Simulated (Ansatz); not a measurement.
**Single-point calculation, with input and output: Ti16O33 (part 2 of 3)**

Ti16O33 (defect cell, 49 atoms in the cell); DFT PBE, scalar-relativistic, plane waves, PAW, spin-polarised (Ansatz 0.2.0); cutoff 420 eV, 2×2×2 k-mesh, Gaussian smearing of 0.05 eV, collinear spins. The structure derives from a Materials Project entry.

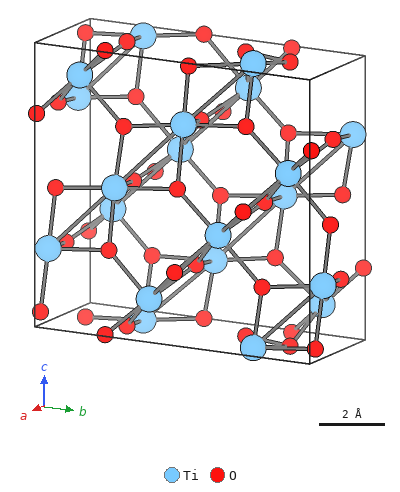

The input geometry (ball-and-stick view of the cell of the calculation, seen slightly off an axis). An atom can appear more than once, as a periodic image.

Output, continued:
```
Per-site moments (μB) at R_I (Å): [(-3.9741390362284465e-8, 0.788441927578352), (5.1497790039757405e-8, 0.7620822401927627), (3.7118397264854516e-8, 0.7826393312547579), (-1.609581098400614e-8, 0.7825400356892882), (-1.1211292933439305e-8, 0.7517569652998665), (-3.177038534645804e-8, 0.7763479734071282), (3.2783098976346054e-8, 0.7751673498806115), (5.069668501079702e-8, 0.783066373494279), (1.2353776701746523e-8, 0.791587529265692), (-3.5415485530690926e-8, 0.7745475343291994), (-5.767935986585476e-8, 0.7793823353655804), (1.0448297167877811e-7, 0.7756293724102169), (-2.0614026626414845e-8, 0.7765188453308298), (6.312987155380844e-9, 0.793353227730889), (2.204413376327215e-7, 0.7923550393551992), (-4.4703431820911055e-8, 0.7770920971886989), (-2.7531561016838274e-8, 0.7517569652998665), (2.6850613249014044e-8, 0.7763479734071282), (3.677568576524269e-8, 0.8015249250802469), (1.929065881795249e-8, 0.7620822401927627), (-1.2397042997047603e-8, 0.7944490664840951), (1.4309139952243011e-8, 0.8001710843120553), (8.740497873946673e-9, 0.783066373494279), (-2.4711970666540865e-7, 0.7756293724102169), (1.560331883174239e-8, 0.7889429430283798), (2.7152075051543303e-8, 0.7842025792969908), (1.4244771028723557e-8, 0.7765188453308298), (-2.8240588247994213e-8, 0.793353227730889), (-1.1968372553907714e-8, 0.8148546760355141), (2.022250795852532e-8, 0.7745475343291994), (1.6309384094956126e-8, 0.7993472207268714), (-1.7398211457283464e-8, 0.8074622417226613), (1.4885812875303244e-8, 0.7826393312547579), (-3.14491845580431e-8, 0.787396419266343), (-1.976345350473741e-8, 0.7923550393551992), (4.7257881926692436e-8, 0.7786474718066415), (5.2665624344215935e-8, 0.7793823353655804), (6.747966687071208e-9, 0.788441927578352), (2.724511070417516e-9, 0.7867023008208447), (2.157325220800738e-8, 0.7861477470563213), (4.310612407155565e-8, 0.7770920971886989), (-2.1684078628173843e-7, 0.5934914786679952), (-3.7763010504250104e-8, 0.7868403700408879), (1.964139199307035e-9, 0.7751673498806115), (7.423145751929215e-9, 0.7777060784497618), (-1.9103704404697837e-7, 0.7868350727530597), (-3.456466512159692e-8, 0.791587529265692), (3.0313327254341227e-8, 0.7998801209379831), (-1.9490804218558524e-7, 0.5934914786679952)]
Free energy (F): -58781.356427 eV
Harris-Foulkes:  -58781.356428 eV  (|F-HF|=6.12e-8)
Internal energy: -58781.356427 eV  (E = F + TS)
E sigma→0 (E₀):  -58781.356427 eV
Fermi energy:    9.839663 eV
--- Per-component energies (eV) ---
  E_band       = -3212.998000
  E_kinetic    = 10138.951779
  E_local      = -25248.224033  (includes V_loc(G=0)·N_el)
  E_nonlocal   = 1623.054203
  E_hartree    = 9597.412348
  E_xc         = -4012.274281
  E_vxc        = -5081.863896  (∫ρ·V_xc dr)
  E_paw        = -21932.227675  (= ΣΔE_a)
  E_vpaw       = -3839.828088  (= ΣTr[D̂ρ^β])
  E_aug_tail   = 0.082838  (compensation charges beyond the density's cutoff)
  E_ewald      = -28948.131607
  E_smearing   = -0.000000  (= −TS)
  E_closure    = -0.000000  (closes the sum)
  Σ components = -58781.356427   (vs F -58781.356427, Δ=0.00e0)
--- Forces (eV/Å), atoms counted from 1 ---
  atom   1  Ti     0.00562282    -0.01347004    -0.01715806
  atom   2  Ti     0.01295323    -0.00053222    -0.00589179
  atom   3  Ti    -0.00683895    -0.01192323     0.01002659
  atom   4  Ti    -0.00006723     0.00753743    -0.00458489
  atom   5  Ti     0.00622961     0.00877255    -0.04498714
  atom   6  Ti    -0.00424554     0.00009034    -0.02355741
  atom   7  Ti     0.00617101     0.01867755     0.00677698
  atom   8  Ti    -0.00924370    -0.00261235    -0.00004288
  atom   9  Ti     0.00012411     0.02148140    -0.01088576
  atom  10  Ti     0.00336722    -0.00226349     0.01030831
  atom  11  Ti     0.01492746     0.01084522     0.00008318
  atom  12  Ti    -0.00534089     0.01283327    -0.00238887
  atom  13  Ti    -0.00627489     0.00710280     0.00999021
  atom  14  Ti    -0.00981550    -0.02425650     0.01423133
  atom  15  Ti    -0.01440226     0.01211613     0.00965316
  atom  16  Ti    -0.00987725     0.00793034    -0.00139917
  atom  17  O     -0.00014541    -0.00236744     0.02047745
  atom  18  O     -0.00013915     0.00159602     0.00796570
  atom  19  O     -0.00572865     0.00081392     0.01247260
  atom  20  O      0.00332725    -0.00085278    -0.00503641
  atom  21  O      0.00594107    -0.00175843     0.00385322
  atom  22  O      0.00955262     0.00555921     0.00318685
  atom  23  O      0.00675447    -0.00059334     0.00031475
  atom  24  O     -0.00779818    -0.01601244    -0.00509121
  atom  25  O      0.00362036    -0.00179529     0.01754337
  atom  26  O      0.00582849     0.00294728     0.00836331
  atom  27  O     -0.00774816     0.00136875     0.00547797
  atom  28  O     -0.00239369     0.00052555    -0.00379116
  atom  29  O      0.01898292    -0.00923007     0.00119584
  atom  30  O     -0.00697358     0.00468890    -0.00055014
  atom  31  O     -0.00402752    -0.00980938    -0.00253586
  atom  32  O     -0.00480301     0.00256652     0.00071780
  atom  33  O     -0.00544596     0.00096780    -0.00466027
  atom  34  O      0.01355670     0.00213411    -0.00591506
  atom  35  O     -0.00109877     0.00632419     0.00375033
  atom  36  O      0.00212509    -0.00519910     0.00107215
  atom  37  O     -0.00558779    -0.00509592     0.00129342
  atom  38  O      0.00181365     0.01648745    -0.00240969
  atom  39  O      0.00989105    -0.02524652     0.00415683
  atom  40  O      0.00618807     0.00058451     0.00099444
  atom  41  O     -0.00660252     0.00679535     0.00534361
  atom  42  O     -0.02865544    -0.00562003     0.01017676
  atom  43  O      0.00029938    -0.00023842    -0.00487086
  atom  44  O     -0.00380450    -0.00339839    -0.01527702
  atom  45  O     -0.00238652     0.00232777    -0.00862269
  atom  46  O      0.00712383    -0.00175597     0.01163735
  atom  47  O      0.00207866    -0.00466402    -0.00823435
  atom  48  O      0.00775312     0.00310250    -0.00337864
  atom  49  O      0.00514642    -0.01751954     0.00022277
  max |Σ_I F_I| component: 6.65e-5 eV/Å
--- Band table (eV; the first three rows and the last of 16) ---
  k-point 0 ↑: bands = ["-48.0073", "-47.9771", "-47.9585", "-47.9568", "-47.9545", "-47.9497", "-47.9420", "-47.9379", "-47.9370", "-47.9335", "-47.9128", "-47.9118", "-47.8958", "-47.8869", "-47.8632", "-47.7729", "-24.5308", "-24.4933", "-24.4830", "-24.4594", "-24.3639", "-24.3494", "-24.3262", "-24.3104", "-24.3034", "-24.2893", "-24.2820", "-24.2735", "-24.2621", "-24.2588", "-24.2546", "-24.2498", "-24.2450", "-24.2377", "-24.2250", "-24.2135", "-24.2027", "-24.1924", "-24.1818", "-24.1727",
      "-24.1649", "-24.1604", "-24.1514", "-24.1401", "-24.1368", "-24.1352", "-24.1283", "-24.1257", "-24.1224", "-24.1206", "-24.1156", "-24.1115", "-24.1053", "-24.1038", "-24.1023", "-24.0941", "-24.0817", "-24.0679", "-24.0621", "-24.0502", "-24.0295", "-24.0125", "-24.0081", "-23.9933", "-13.1885", "-9.1471", "-8.5779", "-8.5149", "-8.4957", "-8.3654", "-8.3570", "-8.2790", "-8.0518", "-8.0057", "-7.9253", "-7.8760", "-7.8712", "-7.8595", "-7.8472", "-7.8352",
      "-7.8307", "-7.8210", "-7.8105", "-7.8017", "-7.7567", "-7.7471", "-7.7257", "-7.7111", "-7.6770", "-7.6491", "-7.6412", "-7.6286", "-7.6159", "-7.5104", "-7.4047", "-7.3618", "-5.8640", "2.3193", "2.7390", "3.2839", "3.3596", "3.5258", "3.5827", "3.7164", "3.9551", "4.1167", "4.1387", "4.2122", "4.2786", "4.3080", "4.3331", "4.3629", "4.4611", "4.4839", "4.5463", "4.5682", "4.6059", "4.6375", "4.6676", "4.6981",
      "4.7175", "4.7926", "4.8291", "4.9134", "4.9369", "4.9618", "5.0602", "5.0788", "5.1329", "5.1795", "5.2015", "5.2315", "5.2951", "5.3407", "5.3593", "5.4173", "5.4437", "5.4826", "5.5412", "5.6234", "5.6904", "5.7492", "5.8387", "5.9477", "6.0143", "6.0480", "6.0690", "6.1175", "6.1394", "6.1688", "6.2540", "6.2808", "6.3193", "6.3399", "6.3713", "6.5253", "6.5410", "6.5609", "6.5826", "6.6701",
      "6.7016", "6.7476", "6.8619", "6.9059", "6.9416", "6.9968", "7.1183", "7.1345", "7.2059", "7.2362", "7.3250", "7.3598", "7.4158", "7.4294", "7.4869", "7.5011", "7.5152", "7.6165", "7.6481", "7.6786", "7.7228", "7.7662", "7.7852", "7.9474", "8.0254", "8.0498", "8.1166", "8.1313", "8.2202", "8.2611", "8.2887", "8.2974", "8.3420", "8.6664", "8.8306", "10.8487", "10.9087", "10.9667", "11.1475", "11.1815",
      "11.2152", "11.2304", "11.3037", "11.3443", "11.3593", "11.3930", "11.4650", "11.4671", "11.5192", "11.5222", "11.5715", "11.6785", "11.7394", "11.7490", "11.7796", "11.8031", "11.9057", "11.9198", "11.9592", "12.0016", "12.0168", "12.0438", "12.0753", "12.0803", "12.1007", "12.1267", "12.1737", "12.1808", "12.2129", "12.2507", "12.3120", "12.3279", "12.4390", "12.5249", "12.5721", "12.6147", "12.6560", "12.6808", "12.7199", "12.7312",
      "12.7693", "13.0069", "13.1938", "13.3675", "13.7617"]
  k-point 1 ↑: bands = ["-48.0073", "-47.9748", "-47.9651", "-47.9583", "-47.9494", "-47.9460", "-47.9419", "-47.9396", "-47.9371", "-47.9353", "-47.9140", "-47.9105", "-47.8947", "-47.8873", "-47.8634", "-47.7729", "-24.4925", "-24.4500", "-24.4464", "-24.4432", "-24.4297", "-24.4136", "-24.4055", "-24.3919", "-24.3447", "-24.2950", "-24.2682", "-24.2645", "-24.2452", "-24.2427", "-24.2366", "-24.2328", "-24.2303", "-24.2219", "-24.1842", "-24.1824", "-24.1762", "-24.1704", "-24.1648", "-24.1593",
      "-24.1535", "-24.1501", "-24.1465", "-24.1380", "-24.1360", "-24.1327", "-24.1271", "-24.1252", "-24.1176", "-24.1158", "-24.1134", "-24.1096", "-24.1061", "-24.1036", "-24.0973", "-24.0938", "-24.0925", "-24.0858", "-24.0785", "-24.0741", "-24.0595", "-24.0336", "-24.0091", "-23.9932", "-13.1883", "-8.9651", "-8.8603", "-8.5595", "-8.4580", "-8.2996", "-8.2837", "-8.1853", "-8.1173", "-8.0147", "-8.0049", "-7.9951", "-7.9765", "-7.9589", "-7.9004", "-7.8670",
      "-7.8058", "-7.8004", "-7.7876", "-7.7856", "-7.7624", "-7.6660", "-7.6441", "-7.6342", "-7.6255", "-7.6001", "-7.5847", "-7.5625", "-7.5273", "-7.5170", "-7.4747", "-7.4734", "-5.8654", "2.3304", "2.7578", "3.2720", "3.5042", "3.6726", "3.6806", "3.8647", "3.9707", "4.0108", "4.0462", "4.0550", "4.1986", "4.2432", "4.3656", "4.3679", "4.4131", "4.4436", "4.5116", "4.5435", "4.5617", "4.6005", "4.6124", "4.6211",
      "4.6491", "4.6937", "4.7021", "4.7265", "4.7674", "4.8407", "4.8980", "4.9755", "5.0370", "5.0799", "5.0842", "5.1131", "5.2403", "5.3233", "5.3717", "5.4075", "5.5368", "5.6098", "5.6178", "5.7799", "5.8194", "5.9089", "5.9881", "6.0101", "6.0756", "6.2541", "6.3084", "6.3368", "6.3959", "6.4195", "6.4760", "6.4849", "6.5225", "6.5374", "6.5828", "6.6271", "6.6277", "6.6757", "6.7102", "6.7510",
      "6.7864", "6.8330", "6.8794", "6.8904", "6.9298", "7.0045", "7.1097", "7.1247", "7.1786", "7.1890", "7.2155", "7.2781", "7.3063", "7.3452", "7.3492", "7.4273", "7.4461", "7.5463", "7.5574", "7.5824", "7.6620", "7.7435", "7.7687", "7.8214", "7.8426", "7.9191", "7.9251", "7.9597", "7.9981", "8.0166", "8.0496", "8.2313", "8.5978", "8.6139", "8.8071", "10.9416", "11.1244", "11.1378", "11.1523", "11.2137",
      "11.2394", "11.2695", "11.3017", "11.3218", "11.3871", "11.4473", "11.4544", "11.4929", "11.5461", "11.5835", "11.6260", "11.6374", "11.7014", "11.7132", "11.7440", "11.8101", "11.8169", "11.8659", "11.8834", "11.9211", "11.9465", "11.9671", "11.9794", "11.9997", "12.0244", "12.1281", "12.1613", "12.2031", "12.2291", "12.2557", "12.2956", "12.3758", "12.4276", "12.4528", "12.4872", "12.5439", "12.6026", "12.6907", "12.7283", "12.7652",
      "12.9857", "13.1003", "13.1668", "13.5343", "13.5769"]
```
